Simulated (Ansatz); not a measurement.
# Gap against strain: armchair BAs nanoribbon (N = 6, H edges)

How it was computed: Ansatz 0.2.0, plane waves with PAW datasets, PBE, Fermi-Dirac smearing of 0.05 eV, no spin-orbit coupling. The period is scaled from its relaxed value of 5.881 Å and the atoms relax, within the symmetry of the start, at each strain ε (in %); gaps, in eV, are read on a band path.

| period (Å) | energy (eV a cell) | place of the conduction minimum (Γ = 0, Z = 1) | ε | gap |
| --- | --- | --- | --- | --- |
| 5.646 | +0.282 | 0.00 | −4 | 0.9364 |
| 5.881 | 0.000 | 0.00 | 0 | 1.051 |
| 5.999 | +0.066 | 0.00 | 2 | 1.108 |
| 6.116 | +0.259 | 0.00 | 4 | 1.163 |
| 6.234 | +0.568 | 0.00 | 6 | 1.22 |

One run is withheld: period (Å) = 5.763, with ε = −2. Fit a straight line gap = a + b × ε to the 5 rows shown and predict it.

**Fit.** The means are 1.6 for ε and 1.096 for gap. The sum of products of deviations is 1.675 and the sum of squares in ε is 59.2, so b = 1.675 / 59.2 = 0.0283 and a = 1.096 − (0.0283) × 1.6 = 1.051. The residuals' standard deviation, with 3 degrees of freedom, is σ = 0.0011.

**Prediction.** gap = 1.051 + (0.0283) × −2 = 0.9939. The run gave 0.9936, so the prediction less the run is +0.00031. The standard error of a prediction there, σ√(1 + 1/5 + (−2 − 1.6)²/59.2), is 0.0013, and the miss is 0.25 times that, for a point between the fitted rows. With so few rows σ is itself uncertain.

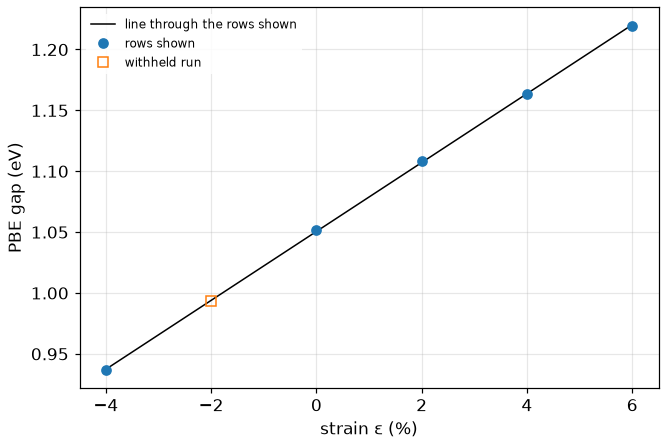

The fitted line, the rows shown and the withheld run.

The gap widens at every step from compression to tension.

**Limits.** Kohn-Sham gaps of a wire among periodic images, which in a check on one flat ribbon (7 Å apart) lowered the gap by 0.2 eV and flattened the slope; the slope b × 100 is a mean deformation potential of the gap, in eV per unit strain. Between neighbouring runs it lies between 2.8 and 2.9 eV. The unstrained row comes from a denser mesh than the others, which shifts its energy a little. Series of this kind are told only where this holds: a gap at every strain (compound wires with polar facets were set aside first). 88 of 101 did.
